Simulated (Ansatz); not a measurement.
## Geometry relaxation of Ta (part 2 of 2)

Ta (slab, 8 atoms in the cell); DFT PBE+D3(BJ), scalar-relativistic, plane waves, PAW, no spin polarisation (Ansatz 0.2.0); cutoff 420 eV, 6×6×1 k-mesh, Gaussian smearing of 0.1 eV. The structure derives from an entry of the Crystallography Open Database. The input holds or restrains some coordinates. Forces given for the steps count only the free coordinates. It belongs to a series of runs on one base structure; here: clean slab, lower half held.

Geometry of the input (Å; fractional positions):
```
4.6456  0.0000  0.0000
-2.3228  4.0232  0.0000
0.0000  0.0000  23.6380
Ta 0.6667  0.3333  0.3596
Ta 0.3333  0.6667  0.3997
Ta 0.0000  0.0000  0.4398
Ta 0.6667  0.3333  0.4799
Ta 0.3333  0.6667  0.5201
Ta 0.0000  0.0000  0.5602
Ta 0.6667  0.3333  0.6003
Ta 0.3333  0.6667  0.6404
```

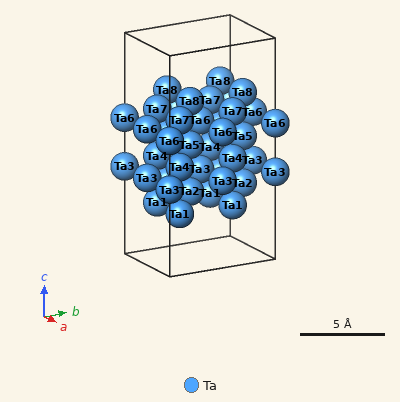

**Figure 1.** The geometry at step 2 of the log (spheres-only view of the 2 × 2 repeat of the cell, with the vacuum cut short, seen slightly off an axis; atoms are numbered from 1 in the order of the input).

**Output, continued**
```
SCF iter   1: F=—  HF=-79454.733501 eV  |F-HF|=—  |Δ(HF+E_count)|=         —  Δρ=3.81e-3  dr2=5.33e-1  ethr=4.78e-4  p=-0.049 e·Å  D=-2.01e-2 V/Å  ΔV_dip=0.48 eV  dr2_dipole=1.02e-1  V_vac-E_F(+/−)=3.84/3.36 eV  ⟨swp⟩=1.0  Hψ=1267  notcnv=0  defer=13
efield: sawtooth ramp at fractional position 0.9800 (handed on by an earlier solve), width 0.0400; the density the first Hamiltonian is built on has a dipole p = -0.049 e·Å; the dipole correction subtracts the counter field D = -2.01e-2 V/Å, which shifts the + side's vacuum level by +0.48 eV against the − side's; the planar-averaged density in the ramp window peaks in size at 4.6e-6 e/Å³
preconditioner: auto → LDOS  [metal: Δε(μ)=0.016 eV  Ē_g=3.435 eV  σ=0.100 eV  W_gap=0.09  n_scr=82 (ndim 8)  ℏωp=11.2 eV  f_vac=0.581  D(μ)=9.56/eV (n_scr^D=68)  β→1.0]
SCF iter   2: F=—  HF=-79454.719820 eV  |F-HF|=—  |Δ(HF+E_count)|=   1.37e-2  Δρ=1.65e-3  dr2=1.14e-1  ethr=4.78e-4  p=-0.053 e·Å  D=-2.16e-2 V/Å  ΔV_dip=0.51 eV  dr2_dipole=2.03e-2  V_vac-E_F(+/−)=3.90/3.39 eV  ⟨swp⟩=1.9  Hψ=457  notcnv=0  defer=13
SCF iter   3: F=—  HF=-79454.715867 eV  |F-HF|=—  |Δ(HF+E_count)|=   3.95e-3  Δρ=5.63e-4  dr2=1.13e-2  ethr=1.10e-4  p=-0.044 e·Å  D=-1.80e-2 V/Å  ΔV_dip=0.43 eV  dr2_dipole=1.39e-3  V_vac-E_F(+/−)=3.80/3.37 eV  ⟨swp⟩=2.0  Hψ=519  notcnv=0  defer=13
SCF iter   4: F=—  HF=-79454.715532 eV  |F-HF|=—  |Δ(HF+E_count)|=   3.35e-4  Δρ=1.17e-4  dr2=1.70e-4  ethr=1.08e-5  p=-0.044 e·Å  D=-1.80e-2 V/Å  ΔV_dip=0.42 eV  dr2_dipole=1.66e-6  V_vac-E_F(+/−)=3.80/3.38 eV  ⟨swp⟩=2.0  Hψ=587  notcnv=0  defer=13
SCF iter   5: F=-79454.715524 eV  HF=-79454.715528 eV  |F-HF|=3.90e-6  |Δ(HF+E_count)|=   4.41e-6  Δρ=3.89e-5  dr2=1.37e-5  ethr=1.59e-8  p=-0.043 e·Å  D=-1.76e-2 V/Å  ΔV_dip=0.42 eV  dr2_dipole=1.92e-7  V_vac-E_F(+/−)=3.79/3.38 eV  ⟨swp⟩=23.6  Hψ=5126  notcnv=0
SCF 4 converged in 5 iterations: F = -79454.715524 eV  dr2 = 1.37e-5
relax step   4: F+E_penalty+E_count = -79454.71552383 eV  Δ(F+E_penalty+E_count) = -2.195e-2 eV  max|allowed force component| = 3.577e-2 eV/Å  Δτ_max = 0.0676 Å  (5 SCF iters, dr2 threshold 1.65e-5 eV, accepted)
SCF iter   1: F=—  HF=-79454.715547 eV  |F-HF|=—  |Δ(HF+E_count)|=         —  Δρ=3.69e-4  dr2=5.68e-3  ethr=3.85e-5  p=-0.043 e·Å  D=-1.76e-2 V/Å  ΔV_dip=0.42 eV  dr2_dipole=1.03e-3  V_vac-E_F(+/−)=3.79/3.38 eV  ⟨swp⟩=1.3  Hψ=576  notcnv=0
efield: sawtooth ramp at fractional position 0.9800 (handed on by an earlier solve), width 0.0400; the density the first Hamiltonian is built on has a dipole p = -0.043 e·Å; the dipole correction subtracts the counter field D = -1.76e-2 V/Å, which shifts the + side's vacuum level by +0.42 eV against the − side's; the planar-averaged density in the ramp window peaks in size at 5.2e-6 e/Å³
preconditioner: auto → LDOS  [metal: Δε(μ)=0.059 eV  Ē_g=3.449 eV  σ=0.100 eV  W_gap=0.31  n_scr=82 (ndim 8)  ℏωp=11.2 eV  f_vac=0.581  D(μ)=9.21/eV (n_scr^D=68)  β→1.0]
SCF iter   2: F=—  HF=-79454.715466 eV  |F-HF|=—  |Δ(HF+E_count)|=   8.14e-5  Δρ=2.31e-4  dr2=2.31e-3  ethr=5.46e-6  p=-0.044 e·Å  D=-1.80e-2 V/Å  ΔV_dip=0.43 eV  dr2_dipole=4.43e-4  V_vac-E_F(+/−)=3.81/3.38 eV  ⟨swp⟩=1.7  Hψ=543  notcnv=0
SCF iter   3: F=—  HF=-79454.715384 eV  |F-HF|=—  |Δ(HF+E_count)|=   8.12e-5  Δρ=5.29e-5  dr2=7.15e-5  ethr=2.23e-6  p=-0.043 e·Å  D=-1.76e-2 V/Å  ΔV_dip=0.42 eV  dr2_dipole=7.15e-6  V_vac-E_F(+/−)=3.80/3.38 eV  ⟨swp⟩=2.0  Hψ=503  notcnv=0
SCF iter   4: F=—  HF=-79454.715649 eV  |F-HF|=—  |Δ(HF+E_count)|=   2.64e-4  Δρ=1.35e-5  dr2=2.48e-6  ethr=6.87e-8  p=-0.043 e·Å  D=-1.76e-2 V/Å  ΔV_dip=0.42 eV  dr2_dipole=5.66e-8  V_vac-E_F(+/−)=3.80/3.38 eV  ⟨swp⟩=2.1  Hψ=585  notcnv=0
SCF iter   5: F=—  HF=-79454.715649 eV  |F-HF|=—  |Δ(HF+E_count)|=   3.85e-7  Δρ=3.80e-6  dr2=1.67e-7  ethr=2.38e-9  p=-0.043 e·Å  D=-1.76e-2 V/Å  ΔV_dip=0.42 eV  dr2_dipole=3.30e-8  V_vac-E_F(+/−)=3.79/3.38 eV  ⟨swp⟩=2.9  Hψ=731  notcnv=0
SCF iter   6: F=-79454.715649 eV  HF=-79454.715649 eV  |F-HF|=2.21e-8  |Δ(HF+E_count)|=   1.32e-7  Δρ=1.40e-6  dr2=1.92e-8  ethr=9.62e-11  p=-0.043 e·Å  D=-1.76e-2 V/Å  ΔV_dip=0.42 eV  dr2_dipole=2.55e-11  V_vac-E_F(+/−)=3.79/3.38 eV  ⟨swp⟩=18.4  Hψ=3762  notcnv=0
SCF 5 converged in 6 iterations: F = -79454.715649 eV  dr2 = 1.92e-8
relax step   5: F+E_penalty+E_count = -79454.71564914 eV  Δ(F+E_penalty+E_count) = -1.253e-4 eV  max|allowed force component| = 6.946e-3 eV/Å  Δτ_max = 0.0061 Å  (6 SCF iters, accepted)
WARN: The output density's exchange-correlation potential varies sharply where the density is thin. Do not read a vacuum level from v_tot or v_xc, or from such a field of the output density. On a cell that repeats whose density bears no net charge and no dipole along the vacuum's axis use v_es (v_loc + v_h of the components); under efield.dipole_correction with no amplitude use v_es + v_field, which holds any external_charges[].barrier, or the levels of the report's work_function block, which leave it out; under a non-zero efield.amplitude the vacuum is tilted and has no level; on a cell that repeats and bears such a dipole with no correction it is tilted too, and efield.dipole_correction with no amplitude gives each side of its ramp a level where efield: is served; in a cell that repeats whose density bears a net charge (total_charge, or a fill off its count) it is curved and has none; of a slab under crystal.periodic whose density bears no net charge use v_es, which has a level on each side, short of where the two are joined; of another it falls or rises all the way out and has none; of a slab beside external_charges read slab_vacuum_level instead, which it has where they leave it neutral. The grid or the basis barely resolves most such structure, and the values can differ between equally converged runs; as a rule a tighter scf.convergence.dr2_threshold does not remove it. Where the density itself ripples (under the LDA too) a higher basis.ecutwfc lessens it. The files hold the spikes' plane waves up to the density's cutoff. Files: v_tot_of_output_density and the like, and their columns of v_z.tsv (output.write_potential); v_xc_of_output_density and the like, and their columns of v_comp_z.tsv (output.write_potential_components). Measured: with its Gaussian average of σ = 0.25 Å subtracted twice, the exchange-correlation potential is over 0.1 eV at 85 of the grid points where the equally averaged density (valence and model cores) is under 1e-3 e/Å³, and 0.363 eV at the most among them, at an averaged density of 1.3e-8 e/Å³. The input density's (outcome.potential() and, of a run that writes arrays, v_tot and v_xc) is over 0.1 eV, so measured, at 27 points of its own thin density, 0.187 eV at the most. See output.write_potential in the manual, Limitations
SCF converged after 6 iterations
Free energy (F): -79454.715649 eV
Harris-Foulkes:  -79454.715649 eV  (|F-HF|=2.21e-8)
Internal energy: -79454.669870 eV  (E = F + TS)
E sigma→0 (E₀):  -79454.692760 eV
Entropy (-TS):   -0.045779 eV (-5.722 meV/atom)
Fermi energy:    3.809490 eV
Dipole field:    D = -0.017570 V/Å  (p = -0.042897 e·Å, saw-weighted, corrected)
Work function:   Φ+ = 3.7946 eV   Φ− = 3.3793 eV
Levels:          The Fermi level and band energies are counted from a zero that moves with the ramp; work functions are not
--- Per-component energies (eV) ---
  E_band       = -2387.455461
  E_kinetic    = 2919.324751
  E_local      = -101150.006849  (includes V_loc(G=0)·N_el)
  E_nonlocal   = 123.166969
  E_hartree    = 49122.604591
  E_xc         = -1740.068311
  E_vxc        = -1622.235790  (∫ρ·V_xc dr)
  E_paw        = -67172.888501  (= ΣΔE_a)
  E_vpaw       = -902.863743  (= ΣTr[D̂ρ^β])
  E_aug_tail   = 0.001207  (compensation charges beyond the density's cutoff)
  E_efield     = 0.000377  (sawtooth field / dipole correction)
  E_vefield    = -0.072750  (∫n·V_field dr)
  E_ewald      = 38446.716553
  E_disp       = -3.520657  (pairwise vdW)
  E_smearing   = -0.045779  (= −TS)
  E_closure    = 0.000000  (closes the sum)
  Σ components = -79454.715649   (vs F -79454.715649, Δ=0.00e0)
--- Forces (eV/Å), atoms counted from 1 ---
  atom   1  Ta     0.00000000    -0.00000000     1.68591477
  atom   2  Ta     0.00000000     0.00000000    -0.02025698
  atom   3  Ta    -0.00000000     0.00000000    -1.08300695
  atom   4  Ta    -0.00000000    -0.00000000    -0.57438515
  atom   5  Ta     0.00000000     0.00000000    -0.00284190
  atom   6  Ta     0.00000000    -0.00000000    -0.00052680
  atom   7  Ta     0.00000000    -0.00000000    -0.00694594
  atom   8  Ta    -0.00000000     0.00000000     0.00206343
  max |Σ_I F_I| component: 1.45e-5 eV/Å
--- Band table (eV; the first three rows and the last of 7) ---
  k-point 0: bands = ["-64.0672", "-63.7526", "-63.6070", "-63.5862", "-63.2422", "-63.1861", "-63.1471", "-63.0581", "-30.7664", "-30.6161", "-30.5627", "-30.5627", "-30.4326", "-30.4326", "-30.3198", "-30.3198", "-30.2879", "-30.2800", "-30.2800", "-30.0385", "-29.9578", "-29.9514", "-29.9514", "-29.9418", "-29.6204", "-29.6204", "-29.4972", "-29.4811", "-29.4811", "-29.3667", "-29.3248", "-29.3248", "-3.6127", "-1.9495", "0.2149", "0.2149", "0.2332", "1.4195", "1.4195", "1.8159", "2.0785", "2.1853", "2.1853", "2.2576", "2.4852", "2.4852", "2.8317", "2.8317", "3.1726", "3.1726", "3.5742", "3.5812", "3.5812", "3.8947", "4.1443", "4.1443", "4.5327", "5.6697", "6.1756", "6.1756", "6.3357", "6.3357", "7.0511"]
  k-point 1: bands = ["-64.0667", "-63.7506", "-63.6057", "-63.5851", "-63.2437", "-63.1883", "-63.1433", "-63.0636", "-30.7754", "-30.6404", "-30.5889", "-30.5673", "-30.5240", "-30.4750", "-30.3191", "-30.3116", "-30.2843", "-30.2143", "-30.2131", "-30.0503", "-29.9600", "-29.9474", "-29.9157", "-29.8378", "-29.6293", "-29.6098", "-29.5338", "-29.4805", "-29.4797", "-29.3888", "-29.3454", "-29.3229", "-3.2166", "-1.6574", "0.1829", "0.4080", "0.4428", "0.9678", "1.4476", "1.5806", "1.5811", "1.9144", "2.1064", "2.2756", "2.5613", "2.6676", "2.8222", "2.8745", "3.4007", "3.4127", "3.5919", "3.7049", "3.9094", "4.0610", "4.1805", "4.4712", "4.7489", "5.6364", "5.9174", "6.0558", "6.0710", "6.1258", "6.8957"]
  k-point 2: bands = ["-64.0659", "-63.7467", "-63.6030", "-63.5826", "-63.2467", "-63.1929", "-63.1330", "-63.0771", "-30.7966", "-30.6874", "-30.6506", "-30.6069", "-30.5599", "-30.4459", "-30.3657", "-30.3294", "-30.2601", "-30.1892", "-30.1350", "-30.0136", "-29.9443", "-29.9115", "-29.8484", "-29.7369", "-29.6631", "-29.6222", "-29.5869", "-29.5057", "-29.4811", "-29.4151", "-29.3329", "-29.3195", "-2.1442", "-0.9225", "0.1500", "0.1804", "0.6365", "0.8588", "1.0667", "1.1106", "1.8891", "1.9970", "2.1566", "2.1595", "2.5184", "2.6195", "2.7505", "2.8073", "3.3261", "3.3850", "3.6938", "3.8598", "3.9500", "4.2613", "4.3270", "4.6327", "5.0522", "5.3474", "5.5170", "5.8263", "5.8765", "6.2758", "6.2855"]
  k-point 6: bands = ["-64.0652", "-63.7440", "-63.6008", "-63.5805", "-63.2488", "-63.1965", "-63.1194", "-63.0934", "-30.8153", "-30.7330", "-30.6286", "-30.5637", "-30.5287", "-30.4038", "-30.3920", "-30.3805", "-30.2796", "-30.2746", "-30.2200", "-29.9976", "-29.9389", "-29.8551", "-29.8112", "-29.6452", "-29.6251", "-29.6015", "-29.5913", "-29.5502", "-29.5230", "-29.3883", "-29.3448", "-29.3093", "-0.5385", "-0.4597", "-0.4512", "0.1327", "0.5748", "0.6260", "0.9829", "1.0972", "1.6903", "2.1168", "2.5854", "2.6665", "2.6884", "2.7677", "2.8477", "3.0689", "3.4062", "3.5393", "3.6809", "3.7340", "3.7937", "3.8007", "3.9762", "4.1390", "4.6598", "5.1245", "5.1490", "5.4264", "5.5700", "5.6126", "6.3147"]
--- Relaxed structure (5 steps of the walk, 5 accepted, 0 SCFs on fresh bases) ---
  F+E_penalty+E_count = -79454.71564914 eV   max|allowed force component| = 6.946e-3 eV/Å
  atoms:
    - { symbol: Ta, position: [0.6666666666666666, 0.3333333333333333, 0.35959083970000005] }
    - { symbol: Ta, position: [0.3333333333333333, 0.6666666666666666, 0.3997077427] }
    - { symbol: Ta, position: [0.0, 0.0, 0.43982464560000006] }
    - { symbol: Ta, position: [0.6666666666666666, 0.3333333333333333, 0.4799415485] }
    - { symbol: Ta, position: [0.3333333333333333, 0.6666666666666666, 0.5165626847565521] }
    - { symbol: Ta, position: [2.391444608920126e-18, 3.8296273541533165e-34, 0.5638415340849651] }
    - { symbol: Ta, position: [0.6666666666666666, 0.3333333333333333, 0.5989960915889321] }
    - { symbol: Ta, position: [0.3333333333333333, 0.6666666666666666, 0.6279207030955811] }
```

**Trajectory as extended XYZ (Å, eV, eV/Å), 5 frames, from step=1 to step=5**
```
8
Lattice="4.6456 0.0000 0.0000 -2.3228 4.0232 0.0000 0.0000 0.0000 23.6380" Properties=species:S:1:pos:R:3:forces:R:3 step=1 energy=-79454.36105
Ta    2.3228    1.3411    8.5000    0.0000   0.0000   1.9506
Ta    0.0000    2.6821    9.4483    0.0000   0.0000  -0.1197
Ta    0.0000    0.0000   10.3966    0.0000   0.0000  -1.1495
Ta    2.3228    1.3411   11.3448    0.0000   0.0000  -0.2650
Ta    0.0000    2.6821   12.2931    0.0000   0.0000   0.2649
Ta    0.0000    0.0000   13.2414    0.0000   0.0000   1.1495
Ta    2.3228    1.3411   14.1897    0.0000   0.0000   0.1198
Ta    0.0000    2.6821   15.1380    0.0000   0.0000  -1.9505
8
Lattice="4.6456 0.0000 0.0000 -2.3228 4.0232 0.0000 0.0000 0.0000 23.6380" Properties=species:S:1:pos:R:3:forces:R:3 step=2 energy=-79454.67317
Ta    2.3228    1.3411    8.5000    0.0000   0.0000   1.7425
Ta    0.0000    2.6821    9.4483    0.0000   0.0000   0.1531
Ta    0.0000    0.0000   10.3966    0.0000   0.0000  -0.8774
Ta    2.3228    1.3411   11.3448    0.0000   0.0000  -0.1351
Ta    0.0000    2.6821   12.2949    0.0000   0.0000  -0.6136
Ta    0.0000    0.0000   13.3565    0.0000   0.0000   0.0755
Ta    2.3228    1.3411   14.1899    0.0000   0.0000  -0.0199
Ta    0.0000    2.6821   14.9383    0.0000   0.0000  -0.3261
8
Lattice="4.6456 0.0000 0.0000 -2.3228 4.0232 0.0000 0.0000 0.0000 23.6380" Properties=species:S:1:pos:R:3:forces:R:3 step=3 energy=-79454.69357
Ta    2.3228    1.3411    8.5000    0.0000   0.0000   1.6486
Ta    0.0000    2.6821    9.4483    0.0000   0.0000  -0.1916
Ta    0.0000    0.0000   10.3966    0.0000   0.0000  -1.2674
Ta    2.3228    1.3411   11.3448    0.0000   0.0000  -0.9486
Ta    0.0000    2.6821   12.1552    0.0000   0.0000   0.4088
Ta    0.0000    0.0000   13.2975    0.0000   0.0000   0.0162
Ta    2.3228    1.3411   14.1275    0.0000   0.0000   0.0354
Ta    0.0000    2.6821   14.7721    0.0000   0.0000   0.2973
8
Lattice="4.6456 0.0000 0.0000 -2.3228 4.0232 0.0000 0.0000 0.0000 23.6380" Properties=species:S:1:pos:R:3:forces:R:3 step=4 energy=-79454.71552
Ta    2.3228    1.3411    8.5000    0.0000   0.0000   1.6889
Ta    0.0000    2.6821    9.4483    0.0000   0.0000  -0.0391
Ta    0.0000    0.0000   10.3966    0.0000   0.0000  -1.0965
Ta    2.3228    1.3411   11.3448    0.0000   0.0000  -0.6103
Ta    0.0000    2.6821   12.2071    0.0000   0.0000   0.0270
Ta    0.0000    0.0000   13.3255    0.0000   0.0000  -0.0021
Ta    2.3228    1.3411   14.1530    0.0000   0.0000   0.0358
Ta    0.0000    2.6821   14.8396    0.0000   0.0000  -0.0026
8
Lattice="4.6456 0.0000 0.0000 -2.3228 4.0232 0.0000 0.0000 0.0000 23.6380" Properties=species:S:1:pos:R:3:forces:R:3 step=5 energy=-79454.71565
Ta    2.3228    1.3411    8.5000    0.0000   0.0000   1.6859
Ta    0.0000    2.6821    9.4483    0.0000   0.0000  -0.0203
Ta    0.0000    0.0000   10.3966    0.0000   0.0000  -1.0830
Ta    2.3228    1.3411   11.3448    0.0000   0.0000  -0.5744
Ta    0.0000    2.6821   12.2105    0.0000   0.0000  -0.0028
Ta    0.0000    0.0000   13.3281    0.0000   0.0000  -0.0005
Ta    2.3228    1.3411   14.1591    0.0000   0.0000  -0.0069
Ta    0.0000    2.6821   14.8428    0.0000   0.0000   0.0021
```

**Summary**

```csv
quantity,value
outcome,converged under the restraints of the input
electrons treated,104
free energy,−79454.7156 eV
"work function, top face",3.79 eV
"work function, bottom face",3.38 eV
Fermi energy,3.809 eV
gap on the k-point mesh,none (metallic)
final volume,441.80 Å³
work function (upper face),3.79 eV
"largest force (length of the vector) at the end, held atoms and coordinates included",1.686 eV/Å
hardware,"4 threads of Intel Xeon @ 2.50GHz (Skylake/Cascade Lake), 192 GiB of memory available, shared host"
wall time,37 s (CPU time 2.3 min)
peak memory,0.96 GiB
```

**Remarks**

Warnings of the run: the exchange-correlation potential is rough where the density is thin. Spin–orbit coupling is left out, which matters for Ta.
